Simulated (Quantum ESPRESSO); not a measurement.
**Band-structure run, with input and output: TaS$_{2}$ (part 2 of 2)**

Continued. System: TaS$_{2}$ (3 atoms in the cell). Method: Kohn-Sham DFT of a periodic cell, PBE, spin-orbit coupling, PseudoDojo 0.4 FR PBE standard, no spin polarisation (Quantum ESPRESSO 7.5); cutoff 789.13 eV, 9×9×5 k-mesh, fermi-dirac of 0.05 eV. The structure derives from an entry of the Crystallography Open Database.

Geometry of the input (Å; fractional positions):
```
3.3500  0.0000  0.0000
-1.6750  2.9012  0.0000
0.0000  0.0000  5.8600
Ta 0.0000  0.0000  0.0000
S  0.6667  0.3333  0.7500
S  0.3333  0.6667  0.2500
```

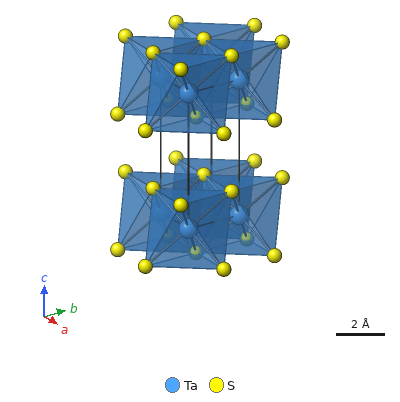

*The input geometry (polyhedral view of the cell of the calculation, seen slightly off an axis; polyhedra are completed across the faces of the cell).*

Output, continued:
```
   -57.9087 -57.9087 -30.8158 -30.8158 -22.1931 -22.1931 -22.1127 -22.1127
    -3.5903  -3.5903  -2.7492  -2.7492   4.8419   4.8419   5.7019   5.7019
     6.6136   6.6136   6.7410   6.7410   8.4201   8.4201   8.6486   8.6486
    10.3375  10.3375  12.1954  12.1954  12.9991  12.9991  14.2014  14.2014
    14.7645  14.7645  17.2589  17.2589  17.7159  17.7159

          k = 0.0000 0.3849 0.0000 (  2869 PWs)   bands (ev):

   -57.9041 -57.9041 -30.8353 -30.8353 -22.2816 -22.2816 -22.1130 -22.1130
    -3.1554  -3.1554  -2.4313  -2.4313   4.6843   4.6843   5.4775   5.4775
     5.8729   5.8729   6.6682   6.6682   8.0343   8.0343   8.3542   8.3542
    10.0243  10.0243  12.5916  12.5916  12.9443  12.9443  15.4618  15.4618
    15.6837  15.6837  17.1036  17.1036  17.5130  17.5130

          k = 0.0000 0.3849 0.1143 (  2862 PWs)   bands (ev):

   -57.9041 -57.9041 -30.8353 -30.8353 -22.2816 -22.2816 -22.1130 -22.1130
    -3.1828  -3.1828  -2.3816  -2.3816   4.4477   4.4477   5.2312   5.2312
     6.2249   6.2249   6.6057   6.6057   8.3961   8.3961   8.6190   8.6190
     9.7743   9.7743  12.6394  12.6394  13.3035  13.3035  15.0121  15.0121
    15.1625  15.1625  16.4682  16.4682  16.8228  16.8228

          k = 0.0000 0.3849 0.2287 (  2861 PWs)   bands (ev):

   -57.9041 -57.9041 -30.8353 -30.8353 -22.2816 -22.2816 -22.1131 -22.1131
    -3.1059  -3.1059  -2.4754  -2.4754   4.4164   4.4164   5.1595   5.1595
     6.5055   6.5055   6.5877   6.5877   8.3713   8.3713   8.5988   8.5988
     9.7287   9.7287  12.6986  12.6986  13.2668  13.2668  14.9091  14.9091
    15.0629  15.0629  16.4122  16.4122  16.5334  16.5334

          k = 0.0000 0.5132 0.0000 (  2866 PWs)   bands (ev):

   -57.9012 -57.9012 -30.8482 -30.8482 -22.3393 -22.3393 -22.1118 -22.1118
    -2.8422  -2.8422  -2.2029  -2.2029   3.7968   3.7968   5.7815   5.7815
     6.2474   6.2474   6.5646   6.5646   7.2454   7.2454   8.3766   8.3766
     9.8752   9.8752  13.0095  13.0095  13.6348  13.6348  15.2596  15.2596
    15.8424  15.8424  16.4172  16.4172  17.8608  17.8608

          k = 0.0000 0.5132 0.1143 (  2868 PWs)   bands (ev):

   -57.9012 -57.9012 -30.8482 -30.8482 -22.3393 -22.3393 -22.1118 -22.1118
    -2.9099  -2.9099  -2.1037  -2.1037   3.7256   3.7256   5.3435   5.3435
     6.4304   6.4304   6.5173   6.5173   7.8277   7.8277   8.5040   8.5040
     9.7242   9.7242  13.0026  13.0026  13.6537  13.6537  15.2042  15.2042
    15.5506  15.5506  16.0936  16.0936  16.9214  16.9214

          k = 0.0000 0.5132 0.2287 (  2858 PWs)   bands (ev):

   -57.9012 -57.9012 -30.8482 -30.8482 -22.3393 -22.3393 -22.1118 -22.1118
    -2.9370  -2.9370  -2.0603  -2.0603   3.6848   3.6848   5.2175   5.2175
     6.4036   6.4036   6.4702   6.4702   8.3039   8.3039   8.6776   8.6776
     9.4662   9.4662  13.0115  13.0115  13.5943  13.5943  15.1731  15.1731
    15.3281  15.3281  15.9953  15.9953  16.5106  16.5106

          k = 0.1111 0.1925 0.0000 (  2861 PWs)   bands (ev):

   -57.9099 -57.9099 -30.8106 -30.8106 -22.1682 -22.1682 -22.1133 -22.1133
    -3.9561  -3.9561  -2.4533  -2.4533   4.3316   4.3316   5.7501   5.7501
     6.5413   6.5413   7.4982   7.4982   8.2567   8.2567   9.3001   9.3001
    10.7743  10.7743  11.5325  11.5325  12.1742  12.1742  14.4752  14.4752
    14.8042  14.8042  17.9724  17.9724  18.0296  18.0296

          k = 0.1111 0.1925 0.1143 (  2879 PWs)   bands (ev):

   -57.9099 -57.9099 -30.8106 -30.8106 -22.1682 -22.1682 -22.1134 -22.1134
    -3.8823  -3.8823  -2.5735  -2.5735   4.5496   4.5496   5.7280   5.7280
     6.5233   6.5233   7.4780   7.4780   8.2336   8.2336   8.9447   8.9447
    10.9259  10.9259  11.4745  11.4745  12.4427  12.4427  14.4498  14.4498
    14.7424  14.7424  17.9094  17.9094  18.2161  18.2161

          k = 0.1111 0.1925 0.2287 (  2873 PWs)   bands (ev):

   -57.9099 -57.9099 -30.8106 -30.8106 -22.1683 -22.1683 -22.1134 -22.1134
    -3.7285  -3.7285  -2.7993  -2.7993   5.0377   5.0377   5.5632   5.5632
     6.5015   6.5015   7.5110   7.5110   8.1108   8.1108   8.4604   8.4604
    11.0863  11.0863  11.4451  11.4451  12.8763  12.8763  14.3625  14.3625
    14.6107  14.6107  17.9785  17.9785  18.3199  18.3199

          k = 0.1111 0.3208 0.0000 (  2871 PWs)   bands (ev):

   -57.9056 -57.9056 -30.8289 -30.8289 -22.2461 -22.2461 -22.1201 -22.1201
    -3.3542  -3.3542  -2.4671  -2.4671   5.0027   5.0027   5.5008   5.5008
     5.8182   5.8182   6.7747   6.7747   7.6710   7.6710   8.6506   8.6506
    10.6548  10.6548  11.9725  11.9725  12.9666  12.9666  14.4418  14.4418
    15.9335  15.9335  17.9385  17.9385  18.5341  18.5342

          k = 0.1111 0.3208 0.1143 (  2866 PWs)   bands (ev):

   -57.9056 -57.9056 -30.8289 -30.8289 -22.2461 -22.2461 -22.1201 -22.1201
    -3.3213  -3.3213  -2.5035  -2.5035   4.7618   4.7618   5.6148   5.6148
     5.9510   5.9510   6.7275   6.7275   7.7734   7.7734   8.7932   8.7932
    10.4734  10.4734  12.1118  12.1118  13.1918  13.1918  14.2456  14.2456
    15.4045  15.4045  17.3676  17.3676  18.0331  18.0331

          k = 0.1111 0.3208 0.2287 (  2865 PWs)   bands (ev):

   -57.9056 -57.9056 -30.8289 -30.8289 -22.2461 -22.2461 -22.1202 -22.1202
    -3.1911  -3.1911  -2.6635  -2.6635   4.7630   4.7630   5.4616   5.4616
     6.3091   6.3091   6.7811   6.7811   7.7568   7.7568   8.5341   8.5341
    10.5947  10.5947  11.9941  11.9941  13.3435  13.3435  14.2851  14.2851
    14.9649  14.9649  17.3824  17.3824  17.8886  17.8886

          k = 0.1111 0.4491 0.0000 (  2869 PWs)   bands (ev):

   -57.9019 -57.9019 -30.8451 -30.8451 -22.3166 -22.3166 -22.1222 -22.1222
    -2.8361  -2.8361  -2.3562  -2.3562   4.3317   4.3317   5.4982   5.4982
     6.1410   6.1410   6.5160   6.5160   7.4793   7.4793   7.8011   7.8011
    10.6218  10.6218  12.5414  12.5414  13.4953  13.4953  14.8068  14.8068
    15.9980  15.9980  17.5059  17.5059  17.6202  17.6202

          k = 0.1111 0.4491 0.1143 (  2860 PWs)   bands (ev):

   -57.9019 -57.9019 -30.8451 -30.8451 -22.3166 -22.3166 -22.1223 -22.1223
    -2.9022  -2.9022  -2.2648  -2.2648   4.2247   4.2247   5.1457   5.1457
     6.3694   6.3694   6.5735   6.5735   7.6128   7.6128   8.1718   8.1718
    10.3602  10.3602  12.6794  12.6794  13.5272  13.5272  14.5950  14.5950
    15.6372  15.6372  16.9580  16.9580  17.2900  17.2900

          k = 0.1111 0.4491 0.2287 (  2862 PWs)   bands (ev):

   -57.9019 -57.9019 -30.8451 -30.8451 -22.3166 -22.3166 -22.1223 -22.1223
    -2.8902  -2.8902  -2.2753  -2.2753   4.1773   4.1773   5.0523   5.0523
     6.3957   6.3957   6.7091   6.7091   7.6948   7.6948   8.2899   8.2899
    10.2227  10.2227  12.5683  12.5683  13.4405  13.4405  14.6266  14.6266
    15.7376  15.7376  16.6306  16.6306  17.0161  17.0161

          k = 0.1111 0.5774 0.0000 (  2856 PWs)   bands (ev):

   -57.9004 -57.9004 -30.8515 -30.8515 -22.3443 -22.3443 -22.1228 -22.1228
    -2.7324  -2.7324  -2.1617  -2.1617   3.8225   3.8225   5.6552   5.6552
     6.2454   6.2454   6.6429   6.6429   7.3041   7.3041   7.5320   7.5320
    10.6074  10.6074  12.9576  12.9576  13.5009  13.5009  15.1577  15.1577
    15.3565  15.3565  17.1181  17.1181  17.8194  17.8194

          k = 0.1111 0.5774 0.1143 (  2865 PWs)   bands (ev):

   -57.9004 -57.9004 -30.8515 -30.8515 -22.3443 -22.3443 -22.1228 -22.1228
    -2.7667  -2.7667  -2.1160  -2.1160   3.8085   3.8085   5.4641   5.4641
     6.3018   6.3018   6.5908   6.5908   7.4913   7.4913   7.7121   7.7121
    10.4704  10.4704  12.9390  12.9390  13.4911  13.4911  15.0173  15.0173
    15.4176  15.4176  16.9788  16.9788  17.7373  17.7373

          k = 0.1111 0.5774 0.2287 (  2865 PWs)   bands (ev):

   -57.9004 -57.9004 -30.8515 -30.8515 -22.3443 -22.3443 -22.1229 -22.1229
    -2.8142  -2.8142  -2.0497  -2.0497   3.7723   3.7723   5.3078   5.3078
     6.2984   6.2984   6.4744   6.4744   7.7081   7.7081   8.1468   8.1468
    10.1682  10.1682  12.9300  12.9300  13.4729  13.4729  14.8031  14.8031
    15.6528  15.6528  16.5630  16.5630  17.4759  17.4759

          k = 0.2222 0.3849 0.0000 (  2876 PWs)   bands (ev):

   -57.9022 -57.9022 -30.8438 -30.8438 -22.3008 -22.3008 -22.1336 -22.1336
    -2.7927  -2.7927  -2.4589  -2.4589   4.9277   4.9277   5.3598   5.3598
     5.8258   5.8258   6.5447   6.5447   6.8478   6.8478   8.1328   8.1328
    11.1928  11.1928  12.1550  12.1550  13.4724  13.4724  14.2191  14.2191
    16.5812  16.5812  17.0933  17.0933  18.7530  18.7530

          k = 0.2222 0.3849 0.1143 (  2865 PWs)   bands (ev):

   -57.9021 -57.9021 -30.8438 -30.8438 -22.3008 -22.3008 -22.1336 -22.1336
    -2.7660  -2.7660  -2.4855  -2.4855   4.8776   4.8776   5.1118   5.1118
     6.1804   6.1804   6.5786   6.5786   6.8826   6.8826   8.1098   8.1098
    11.1797  11.1797  11.9832  11.9832  13.4470  13.4470  14.2978  14.2978
    16.2056  16.2056  17.7914  17.7914  17.9684  17.9684

          k = 0.2222 0.3849 0.2287 (  2864 PWs)   bands (ev):

   -57.9021 -57.9021 -30.8438 -30.8438 -22.3008 -22.3008 -22.1337 -22.1337
    -2.7059  -2.7059  -2.5455  -2.5455   4.8015   4.8015   4.9030   4.9030
     6.5666   6.5666   6.6717   6.6717   6.9149   6.9149   8.0509   8.0509
    11.2525  11.2525  11.6184  11.6184  13.3921  13.3921  14.4262  14.4262
    15.9039  15.9039  17.6846  17.6846  18.5860  18.5861

          k = 0.2222 0.5132 0.0000 (  2865 PWs)   bands (ev):

   -57.8999 -57.8999 -30.8535 -30.8535 -22.3352 -22.3352 -22.1435 -22.1435
    -2.5323  -2.5323  -2.2795  -2.2795   4.3766   4.3766   5.2776   5.2776
     6.0184   6.0184   6.5732   6.5732   6.7608   6.7608   7.6176   7.6176
    11.4731  11.4731  12.6014  12.6014  13.2173  13.2173  14.5461  14.5461
    15.6374  15.6374  16.8089  16.8089  18.6234  18.6234

          k = 0.2222 0.5132 0.1143 (  2862 PWs)   bands (ev):

   -57.8999 -57.8999 -30.8535 -30.8535 -22.3352 -22.3352 -22.1435 -22.1435
    -2.5806  -2.5806  -2.2250  -2.2250   4.3655   4.3655   5.1448   5.1448
     6.0583   6.0583   6.6553   6.6553   6.8488   6.8488   7.6708   7.6708
    11.2333  11.2333  12.5838  12.5838  13.1991  13.1991  14.5448  14.5448
    15.7069  15.7069  17.4270  17.4270  18.3294  18.3296

          k = 0.2222 0.5132 0.2287 (  2869 PWs)   bands (ev):

   -57.8999 -57.8999 -30.8535 -30.8535 -22.3351 -22.3351 -22.1435 -22.1435
    -2.6030  -2.6030  -2.2013  -2.2013   4.3660   4.3660   5.0658   5.0658
     6.1030   6.1030   6.6751   6.6751   6.9667   6.9667   7.7118   7.7118
    11.0301  11.0301  12.3092  12.3092  13.1640  13.1640  14.6985  14.6985
    16.1799  16.1799  17.6899  17.6899  18.0150  18.0150

          k = 0.3333 0.5774 0.0000 (  2832 PWs)   bands (ev):

   -57.8991 -57.8991 -30.8569 -30.8569 -22.3396 -22.3396 -22.1550 -22.1550
    -2.3871  -2.3871  -2.2667  -2.2667   4.8485   4.8485   5.0503   5.0503
     5.2161   5.2161   6.7729   6.7729   6.8699   6.8699   7.4808   7.4808
    11.8184  11.8184  12.6580  12.6580  12.9517  12.9517  14.8261  14.8261
    14.9449  14.9449  16.4456  16.4456  19.9702  19.9703

          k = 0.3333 0.5774 0.1143 (  2844 PWs)   bands (ev):

   -57.8991 -57.8991 -30.8569 -30.8569 -22.3396 -22.3396 -22.1550 -22.1550
    -2.3885  -2.3885  -2.2696  -2.2696   4.9368   4.9368   5.0137   5.0137
     5.1988   5.1988   6.8714   6.8714   6.9466   6.9466   7.2944   7.2944
    11.8453  11.8453  12.4084  12.4084  12.6884  12.6884  15.1584  15.1584
    15.2480  15.2480  16.8397  16.8397  19.5093  19.5096

          k = 0.3333 0.5774 0.2287 (  2859 PWs)   bands (ev):

   -57.8991 -57.8991 -30.8569 -30.8569 -22.3395 -22.3395 -22.1550 -22.1550
    -2.3907  -2.3907  -2.2742  -2.2742   4.9364   4.9364   5.1384   5.1384
     5.1731   5.1731   6.9104   6.9104   7.0736   7.0736   7.0881   7.0881
    11.8735  11.8735  12.0675  12.0675  12.3541  12.3541  15.6605  15.6605
    15.7076  15.7076  17.7990  17.7990  18.8281  18.8282

          k = 0.0000 0.1283-0.1143 (  2888 PWs)   bands (ev):

   -57.9126 -57.9126 -30.7987 -30.7987 -22.1342 -22.1342 -22.0909 -22.0909
    -4.2349  -4.2349  -2.5854  -2.5854   4.2206   4.2206   6.0242   6.0242
     6.5099   6.5099   8.5408   8.5408   8.7682   8.7682   9.1100   9.1100
    10.7921  10.7921  11.3578  11.3578  11.8011  11.8011  14.3302  14.3302
    15.0182  15.0182  16.7787  16.7787  17.3936  17.3936

          k = 0.0000 0.1283-0.2287 (  2867 PWs)   bands (ev):

   -57.9126 -57.9126 -30.7987 -30.7987 -22.1343 -22.1343 -22.0909 -22.0909
    -4.0796  -4.0796  -2.8449  -2.8449   4.9215   4.9215   5.8103   5.8103
     6.5147   6.5147   7.8715   7.8715   8.5326   8.5326   9.0801   9.0801
    10.7975  10.7975  11.3619  11.3619  12.2975  12.2975  14.4407  14.4407
    15.1195  15.1195  16.8763  16.8763  18.0107  18.0107

          k = 0.0000 0.2566-0.1143 (  2875 PWs)   bands (ev):

   -57.9087 -57.9087 -30.8158 -30.8158 -22.1930 -22.1930 -22.1126 -22.1126
    -3.7064  -3.7064  -2.5953  -2.5953   4.8191   4.8191   5.5085   5.5085
     6.6884   6.6884   6.8762   6.8762   8.4318   8.4318   8.5953   8.5953
    10.4546  10.4546  12.0201  12.0201  12.2310  12.2310  14.7078  14.7078
    15.1881  15.1881  17.9785  17.9785  18.4043  18.4043

          k = 0.0000 0.2566-0.2287 (  2857 PWs)   bands (ev):

   -57.9087 -57.9087 -30.8158 -30.8158 -22.1931 -22.1931 -22.1127 -22.1127
    -3.5582  -3.5582  -2.7959  -2.7959   5.0892   5.0892   5.4901   5.4901
     6.6656   6.6656   6.8648   6.8648   8.2065   8.2065   8.5133   8.5133
    10.4199  10.4199  12.1611  12.1611  12.6177  12.6177  14.4106  14.4106
    15.0649  15.0649  17.7306  17.7306  18.2296  18.2296

          k = 0.0000 0.3849-0.1143 (  2862 PWs)   bands (ev):

   -57.9041 -57.9041 -30.8353 -30.8353 -22.2816 -22.2816 -22.1130 -22.1130
    -3.0392  -3.0392  -2.5775  -2.5775   4.7746   4.7746   5.5012   5.5012
     6.0562   6.0562   6.6709   6.6709   7.6670   7.6670   8.3224   8.3224
    10.0900  10.0900  12.5567  12.5567  12.8011  12.8011  15.4907  15.4907
    16.0707  16.0707  16.9994  16.9994  17.9074  17.9074

          k = 0.0000 0.3849-0.2287 (  2861 PWs)   bands (ev):

   -57.9041 -57.9041 -30.8353 -30.8353 -22.2816 -22.2816 -22.1131 -22.1131
    -2.9902  -2.9902  -2.6232  -2.6232   4.5954   4.5954   5.2733   5.2733
     6.5139   6.5139   6.6200   6.6200   7.8317   7.8317   8.4416   8.4416
     9.9476   9.9476  12.6519  12.6519  12.9281  12.9281  15.1611  15.1611
    15.6261  15.6261  16.6573  16.6573  17.1746  17.1746

          k = 0.0000 0.5132-0.1143 (  2868 PWs)   bands (ev):

   -57.9012 -57.9012 -30.8482 -30.8482 -22.3393 -22.3393 -22.1118 -22.1118
    -2.8306  -2.8306  -2.2180  -2.2180   3.8147   3.8147   5.7296   5.7296
     6.2889   6.2889   6.5329   6.5329   7.2741   7.2741   8.4396   8.4396
     9.8504   9.8504  13.0199  13.0199  13.5387  13.5387  15.2901  15.2901
    15.6451  15.6451  16.7357  16.7357  17.7201  17.7201

          k = 0.0000 0.5132-0.2287 (  2858 PWs)   bands (ev):

   -57.9012 -57.9012 -30.8482 -30.8482 -22.3393 -22.3393 -22.1118 -22.1118
    -2.8955  -2.8955  -2.1237  -2.1237   3.7413   3.7413   5.3846   5.3846
     6.3451   6.3451   6.4630   6.4630   7.9631   7.9631   8.6069   8.6069
     9.6278   9.6278  13.0226  13.0226  13.5259  13.5259  15.2477  15.2477
    15.3382  15.3382  16.3023  16.3023  17.1484  17.1484

          k =-0.1111 0.3208-0.1143 (  2866 PWs)   bands (ev):

   -57.9056 -57.9056 -30.8289 -30.8289 -22.2461 -22.2461 -22.1201 -22.1201
    -3.2666  -3.2666  -2.5823  -2.5823   5.1204   5.1204   5.4204   5.4204
     5.9396   5.9396   6.8746   6.8746   7.6001   7.6001   8.3742   8.3742
    10.8736  10.8736  11.6909  11.6909  13.0353  13.0353  14.5729  14.5729
    15.7428  15.7428  18.2391  18.2391  18.5196  18.5196

          k =-0.1111 0.3208-0.2287 (  2865 PWs)   bands (ev):

   -57.9056 -57.9056 -30.8289 -30.8289 -22.2461 -22.2461 -22.1202 -22.1202
    -3.1328  -3.1328  -2.7363  -2.7363   4.9100   4.9100   5.4541   5.4541
     6.2598   6.2598   6.8926   6.8926   7.6461   7.6461   8.2765   8.2765
    10.8191  10.8191  11.7518  11.7518  13.2113  13.2113  14.4712  14.4712
    15.1782  15.1782  17.9349  17.9349  18.1583  18.1583

          k =-0.1111 0.4491-0.1143 (  2860 PWs)   bands (ev):

   -57.9019 -57.9019 -30.8451 -30.8451 -22.3166 -22.3166 -22.1223 -22.1223
    -2.7569  -2.7569  -2.4493  -2.4493   4.3551   4.3551   5.5228   5.5228
     6.2700   6.2700   6.5027   6.5027   7.4074   7.4074   7.7015   7.7015
    10.6863  10.6863  12.3390  12.3390  13.4433  13.4433  14.8797  14.8797
    16.5044  16.5044  17.0061  17.0061  17.7297  17.7297

          k =-0.1111 0.4491-0.2287 (  2862 PWs)   bands (ev):

   -57.9019 -57.9019 -30.8451 -30.8451 -22.3166 -22.3166 -22.1223 -22.1223
    -2.8095  -2.8095  -2.3804  -2.3804   4.2569   4.2569   5.2145   5.2145
     6.4065   6.4065   6.6755   6.6755   7.5964   7.5964   7.9147   7.9147
    10.4661  10.4661  12.3622  12.3622  13.4243  13.4243  14.7175  14.7175
    16.2349  16.2349  16.8926  16.8926  17.1924  17.1924

          k =-0.2222 0.5132-0.1143 (  2862 PWs)   bands (ev):

   -57.8999 -57.8999 -30.8535 -30.8535 -22.3352 -22.3352 -22.1435 -22.1435
    -2.5297  -2.5297  -2.2846  -2.2846   4.3870   4.3870   5.2520   5.2520
     6.0177   6.0177   6.6379   6.6379   6.8251   6.8251   7.5559   7.5559
    11.4492  11.4492  12.3010  12.3010  13.2233  13.2233  14.6137  14.6137
    16.1015  16.1015  16.9067  16.9067  18.3457  18.3457

          k =-0.2222 0.5132-0.2287 (  2869 PWs)   bands (ev):

   -57.8999 -57.8999 -30.8535 -30.8535 -22.3351 -22.3351 -22.1435 -22.1435
    -2.5782  -2.5782  -2.2314  -2.2314   4.3745   4.3745   5.1316   5.1316
     6.0995   6.0995   6.6000   6.6000   7.0111   7.0111   7.6253   7.6253
    11.1560  11.1560  12.1662  12.1662  13.1821  13.1821  14.6941  14.6941
    16.6351  16.6351  17.1068  17.1068  18.0210  18.0210

     the Fermi energy is    10.6548 ev

!    total energy              =    -174.83063961 Ry
     estimated scf accuracy    <          3.8E-11 Ry
     smearing contrib. (-TS)   =      -0.00110632 Ry
     internal energy E=F+TS    =    -174.82953329 Ry

     The total energy is F=E-TS. E is the sum of the following terms:
     one-electron contribution =     -62.03916240 Ry
     hartree contribution      =      40.43633343 Ry
     xc contribution           =     -42.52231811 Ry
     ewald contribution        =    -110.70438622 Ry

     convergence has been achieved in  10 iterations

     Forces acting on atoms (cartesian axes, Ry/au):

     atom    1 type  1   force =     0.00000000   -0.00000000    0.00000000
     atom    2 type  2   force =    -0.00000000   -0.00000000   -0.04752659
     atom    3 type  2   force =    -0.00000000   -0.00000000    0.04752659

     Total force =     0.067213     Total SCF correction =     0.000013

     Computing stress (Cartesian axis) and pressure

          total   stress  (Ry/bohr**3)                   (kbar)     P=       90.95
   0.00050982   0.00000000   0.00000000           75.00        0.00        0.00
   0.00000000   0.00050982   0.00000000            0.00       75.00        0.00
   0.00000000   0.00000000   0.00083520            0.00        0.00      122.86

=------------------------------------------------------------------------------=
   JOB DONE.
=------------------------------------------------------------------------------=
```

Results in brief:

| quantity | value |
| --- | --- |
| outcome | converged |
| space group (tolerance 0.01 Å) | P-3m1 (164) |
| electrons treated | 25 |
| free energy | −2378.6920 eV |
| Fermi energy of the self-consistent step | 10.655 eV |
| gap on the k-point mesh | none (metallic) |
| pressure | 9.10 GPa |
| largest force (length of the vector) | 1.222 eV/Å |
| hardware | 1 thread of AMD EPYC (Zen 3), 24 GiB of memory available, shared host |
| wall time | 5.3 min |
| peak memory | 0.26 GiB |

Notes:

The cell holds an odd number of electrons but the run has no spin polarisation, so it comes out as a metal. The cell is under a pressure of 9.1 GPa at this level, so it is not at its equilibrium volume.
